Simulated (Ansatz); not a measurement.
# One crystal, many levels of theory: CuBiPbS3 (Aikinite), part 2 of 2

Wanted: a ladder of band gaps for CuBiPbS3 (Aikinite), from density functionals to G0W0.

Ansatz 0.2.0; density functionals, hybrids and G0W0, plane waves, PAW. Known limits of the many-body steps: finite bands, screening cutoff and k mesh; no spin-orbit coupling in G0W0; d shells not analysed.

So far. Step 5 (HSE06+SOC on the 2×4×2 mesh): Over mesh and listed points the gap is 1.013 eV, from k = (0.000, 0.000, 0.450) to k = (0.000, 0.000, 0.350). The least direct gap found is 1.024 eV, at k = (0.000, 0.000, 0.350). On the 2×4×2 mesh alone the same run gives 1.098 eV, so that mesh misses an edge of HSE06+SOC: 1.098 − 1.013 = +0.085 eV. HSE06+SOC against HSE06: 1.013 − 1.434 = −0.421 eV.

In doubt: masses and optical values from hybrid runs of this build are listed as unsure (step 7), which bears on the screening that GW takes from such a start; one-shot GW on d or f shells is unsure (steps 6, 7), so the values of those runs are not to be relied on.

## Step 7: G0W0@HSE06, 2×4×2 mesh, 1588 empty bands, screening to 120 eV, hard PAW files

This step: G0W0 on HSE06, plane waves, PAW.

input.yaml

```yaml
crystal:
  lattice:
    - [11.638, 0.0, 0.0]
    - [0.0, 4.039, 0.0]
    - [0.0, 0.0, 11.319]
  atoms:
    - { symbol: Cu, position: [0.2338, 0.25, 0.2085] }
    - { symbol: Cu, position: [0.2662, 0.75, 0.7085] }
    - { symbol: Cu, position: [0.7338, 0.25, 0.2915] }
    - { symbol: Cu, position: [0.7662, 0.75, 0.7915] }
    - { symbol: Bi, position: [0.0189, 0.25, 0.6827] }
    - { symbol: Bi, position: [0.4811, 0.75, 0.1827] }
    - { symbol: Bi, position: [0.5189, 0.25, 0.8173] }
    - { symbol: Bi, position: [0.9811, 0.75, 0.3173] }
    - { symbol: Pb, position: [0.8329, 0.25, 0.0105] }
    - { symbol: Pb, position: [0.6671, 0.75, 0.5105] }
    - { symbol: Pb, position: [0.3329, 0.25, 0.4895] }
    - { symbol: Pb, position: [0.1671, 0.75, 0.9895] }
    - { symbol: S, position: [0.716, 0.25, 0.6986] }
    - { symbol: S, position: [0.784, 0.75, 0.1986] }
    - { symbol: S, position: [0.216, 0.25, 0.8014] }
    - { symbol: S, position: [0.284, 0.75, 0.3014] }
    - { symbol: S, position: [0.0467, 0.25, 0.14] }
    - { symbol: S, position: [0.4533, 0.75, 0.64] }
    - { symbol: S, position: [0.5467, 0.25, 0.36] }
    - { symbol: S, position: [0.9533, 0.75, 0.86] }
    - { symbol: S, position: [0.3775, 0.25, 0.0559] }
    - { symbol: S, position: [0.1225, 0.75, 0.5559] }
    - { symbol: S, position: [0.8775, 0.25, 0.4441] }
    - { symbol: S, position: [0.6225, 0.75, 0.9441] }
kpoints:
  mp_grid: { grid: [2, 4, 2] }
hamiltonian:
  xc: hse06
  pseudopotentials: { kind: paw, source: ansatz }
scf:
  occupations: { method: fixed }
gw:
  n_empty_bands: 1588
  ecut_chi: 120.0
  qp_bands: [v4, c4]
  qp_kpoints: band_edges
  screening: { model: contour_deformation }
```

Command:

```
$ ansatz run input.yaml --threads 16 --pin off --max-ram 82944MiB --backend cuda --events-out ev --progress --plain --runs-dir out --devices 1 --max-vram 78GiB
```

Numbers of over 12 decimals in the logs are rounded to 6 here.

The program printed:

```text
GPUs: using 1 of 1 available (devices: 1).
[...]
Crystal: 24 atoms, lattice volume = 532.060 Å³
Basis set: ecut = 700 eV, 22375 PW (Γ)
Bands: 197, of which v1, the nominal top of the filled ones, is band 164 counted from 1 (163 counted from 0)
Symmetry: 8 space group operations
[...]
k-points: 12 of 16
[...]
5   165     11.5243    -9.8634    -3.3331   -13.1828  0.7994    11.5106    11.5106  root
     5   166     11.5243    -9.8634    -3.3331   -13.1828  0.7994    11.5106    11.5106  root
     5   167     12.0072    -9.7775    -3.3110   -13.0755  0.7965    11.9941    11.9941  root
[...]
11   165     12.0459    -9.7239    -3.4216   -13.1170  0.7945    12.0174    12.0174  root
    11   166     12.0459    -9.7239    -3.4216   -13.1170  0.7945    12.0174    12.0174  root
    11   167     12.0459    -9.7239    -3.4216   -13.1170  0.7945    12.0174    12.0174  root
    11   168     12.0459    -9.7239    -3.4216   -13.1170  0.7945    12.0174    12.0174  root
```

The job ended after 15 min (1 × NVIDIA GB200 (shared by 2 runs) with 16 threads of Arm Neoverse V2, shared host; peak memory 18 GiB; 43 min of CPU time).

This step gave:

- bands summed: 1752
- RPA ε∞ on this mesh (eigenvalues): 9.460, 10.51, 10.80
- plane waves in the screening matrix: 1587
- G0W0 gap over the corrected points: 1.076 eV
- k of the valence top: 0, 0, -0.5
- k of the conduction bottom: 0, 0.25, 0
- starting gap on the mesh: 1.439 eV
- Z at the valence top: 0.7478
- Z at the conduction bottom: 0.8026
- least direct G0W0 gap over the corrected points: 1.161 eV

Over all 12 irreducible mesh points the G0W0 gap is 1.076 eV, from k = (0.000, 0.000, -0.500) to k = (0.000, 0.250, 0.000). The HSE06 gap of this run on the mesh is 1.439 eV. The two states that bound the G0W0 gap lie that far apart at the start, so the correction of the gap is 1.076 − 1.439 = −0.363 eV. G0W0@HSE06 against G0W0@r2SCAN with 1752 bands (a further run, in the table below): 1.076 − 0.866 = +0.210 eV, with the same mesh, files and cutoffs, and both edges at the same k points. The program's warnings for this run: metallic iterate.

## Step 8: Gap and time by level

Each gap is the least one over the points named; times are wall times on shared hosts, not benchmarks. A G0W0 time includes the run's own self-consistent start. Runs with listed points see these and the mesh alone, so an edge that moves elsewhere is missed. Rows marked * are further runs, not shown as steps, whose inputs differ from the G0W0 step on the same start in the columns given; solver thresholds can differ too.

```csv
level,mesh,"files, cutoff","bands summed, screening",points,gap (eV),valence top,conduction bottom,least direct gap (eV),time
r2SCAN,2×6×2,"soft_2 PAW, 500 eV",-,mesh and path,0.856,"(0.000, 0.000, 0.450)","(0.000, 0.250, 0.000)",0.905,5.9 s
r2SCAN+SOC,2×6×2,"soft_2 PAW, 500 eV",-,mesh and listed points,0.542,"(0.000, 0.000, 0.450)","(0.000, 0.000, 0.350)",0.551,9 s
HSE06,2×4×2,"soft_2 PAW, 420 eV",-,mesh and listed points,1.434,"(0.000, 0.000, 0.450)","(0.000, 0.250, 0.000)",1.449,58 s
HSE06+SOC,2×4×2,"soft_2 PAW, 420 eV",-,mesh and listed points,1.013,"(0.000, 0.000, 0.450)","(0.000, 0.000, 0.350)",1.024,4 min
G0W0@r2SCAN*,2×4×2,"hard PAW, 700 eV","871, 70 eV",all 12 irreducible mesh points,1.014,"(0.000, 0.000, -0.500)","(0.000, 0.250, 0.000)",1.118,78 s
G0W0@r2SCAN*,2×4×2,"hard PAW, 700 eV","1752, 120 eV",all 12 irreducible mesh points,0.866,"(0.000, 0.000, -0.500)","(0.000, 0.250, 0.000)",0.955,3.6 min
G0W0@r2SCAN,2×4×2,"hard PAW, 700 eV","3081, 180 eV",all 12 irreducible mesh points,0.856,"(0.000, 0.000, -0.500)","(0.000, 0.250, 0.000)",0.938,8.4 min
G0W0@r2SCAN*,2×6×2,"hard PAW, 700 eV","871, 70 eV",15 of 16 irreducible mesh points,1.123,"(0.000, 0.000, -0.500)","(0.000, 0.000, -0.500)",1.123,2.6 min
G0W0@HSE06,2×4×2,"hard PAW, 700 eV","1752, 120 eV",all 12 irreducible mesh points,1.076,"(0.000, 0.000, -0.500)","(0.000, 0.250, 0.000)",1.161,15 min
```

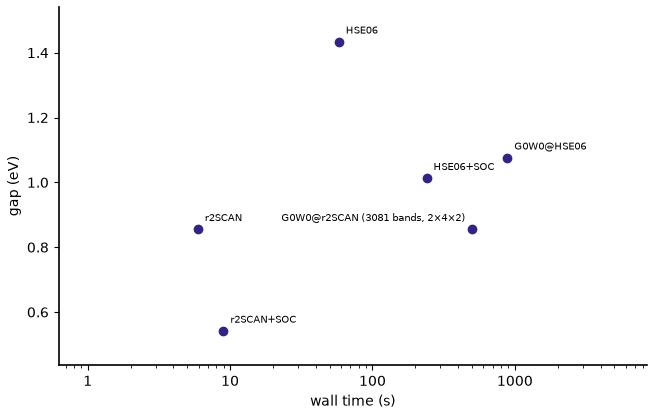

Gap against wall time for the runs shown as steps.

## Step 9: Summary of results

| Item | Value |
| --- | --- |
| r2SCAN, over mesh and path | 0.856 eV |
| r2SCAN+SOC, over mesh and listed points | 0.542 eV |
| HSE06, over mesh and listed points | 1.434 eV |
| HSE06+SOC, over mesh and listed points | 1.013 eV |
| G0W0@r2SCAN (3081 bands, 2×4×2), over all 12 irreducible mesh points | 0.856 eV |
| G0W0@HSE06, over all 12 irreducible mesh points | 1.076 eV |
| known limits | finite bands, screening cutoff and k mesh; no spin-orbit coupling in G0W0; d shells not analysed |

What this shows: The rows run from 0.542 eV (r2SCAN+SOC) to 1.434 eV (HSE06). They differ in mesh, files, plane-wave cutoff, bands and screening cutoff of G0W0 and the points over which the gap was sought as well as in level, so only pairs that share these are like for like. G0W0@HSE06 against G0W0@r2SCAN with 1752 bands: 1.076 − 0.866 = +0.210 eV, with the same mesh, files and cutoffs, and both edges at the same k points. G0W0@r2SCAN (3081 bands, 2×4×2) moves the gap of its own start on the mesh by 0.856 − 0.860 = −0.004 eV, between the same two levels. Over mesh and path, r2SCAN puts the valence top at k = (0.000, 0.000, 0.450), where no G0W0 correction was computed. The G0W0 gap over the whole zone is therefore not known from this run; at its settings it can only be equal to or under the 0.856 eV found, and no correction is carried over from another point. For the start itself the gap is 0.856 eV over mesh and path and 0.860 eV on the mesh of the G0W0 run, in runs that differ in mesh (2×6×2 and 2×4×2), files (soft_2 PAW and hard PAW) and plane-wave cutoff (500 eV and 700 eV). G0W0@HSE06 moves the gap of its own start on the mesh by 1.076 − 1.439 = −0.363 eV, between the same two levels. Over mesh and listed points, HSE06 puts the valence top at k = (0.000, 0.000, 0.450), where no G0W0 correction was computed. The G0W0 gap over the whole zone is therefore not known from this run; at its settings it can only be equal to or under the 1.076 eV found, and no correction is carried over from another point. For the start itself the gap is 1.434 eV over mesh and listed points and 1.439 eV on the mesh of the G0W0 run, in runs that differ in files (soft_2 PAW and hard PAW) and plane-wave cutoff (420 eV and 700 eV). What spin-orbit coupling does to the G0W0 levels was not computed, so no sum with the G0W0 gap is formed. For G0W0@r2SCAN: from 871 bands and 70 eV to 3081 bands and 180 eV the gap moves by 0.856 − 1.014 = −0.158 eV (rung by rung 1.014, 0.866, 0.856 eV); bands and screening cutoff rise together, so their parts are not told apart. A line in one over the bands through the two highest rungs gives 0.856 + (0.856 − 0.866) × 1752 / (3081 − 1752) = 0.843 eV, and through the pair below 0.866 + (0.866 − 1.014) × 871 / (1752 − 871) = 0.720 eV. The two differ by 0.123 eV, not under the 0.030 eV asked, so the law does not hold well over these rungs and the limit is not known. The other G0W0 rows are shown at one basis each (1752 bands), so their distance from the limit is not known here. With the 2×6×2 mesh in place of the 2×4×2 mesh and all else as in the G0W0@r2SCAN row with 871 bands, the gap differs by 1.123 − 1.014 = +0.109 eV, and that of the start by 0.963 − 0.860 = +0.103 eV; an edge lies at another k point, so this need not be the shift of one pair of states. For G0W0@r2SCAN (3081 bands, 2×4×2): the program's warnings for this run: eigensolver not converged. For G0W0@HSE06: the program's warnings for this run: metallic iterate. For the further run with 1752 bands on the 2×4×2 mesh, the program warns: eigensolver not converged. For the further run with 871 bands on the 2×6×2 mesh, the program warns: eigensolver not converged. The G0W0 runs are scalar-relativistic. One-shot GW is known to converge slowly in bands for compounds with shallow d shells. The cell holds Cu; the filling of the d shell and its place against the gap were not analysed here. G0W0 is shown with one set of atomic data (hard PAW), so the error from the files is not known here. Failed or unusable runs of this series, left out of the table: G0W0@PBE0 (2×4×2 mesh, hard PAW files, 700 eV, 1588 empty bands) reached its time limit after 9.6 min.

[Paths, hosts, dates, memory and timing lines, banners, echoed tables and standing remarks are left out of the program output.]

[Logs are printed without paths, hosts, clocks, repeated set-up lines and the standing remarks that a program may print on its own settings, such as how far it seeks lower states.]

[Runs of the session that timed out or met a known fault of the program may be left out.]

[Cells called generated may have been cut or substituted from an entry of the Crystallography Open Database or the Materials Project.]

[Hosts, paths, dates, database ids (printed as entryN), source tags and the programs' standing remarks are cut or masked in the printed files.]

[Where an RPA ε∞ is given, it is that of the G0W0 mesh and is not shown converged in it. Names of k-points follow the symmetry that the program found, which can be lower than the space group named. Band edges on a path are those of the sampled points; other points can move an edge, and change direct to indirect where valleys lie close.]

[Hybrid gaps are those of their k-mesh and are not shown converged in it.]
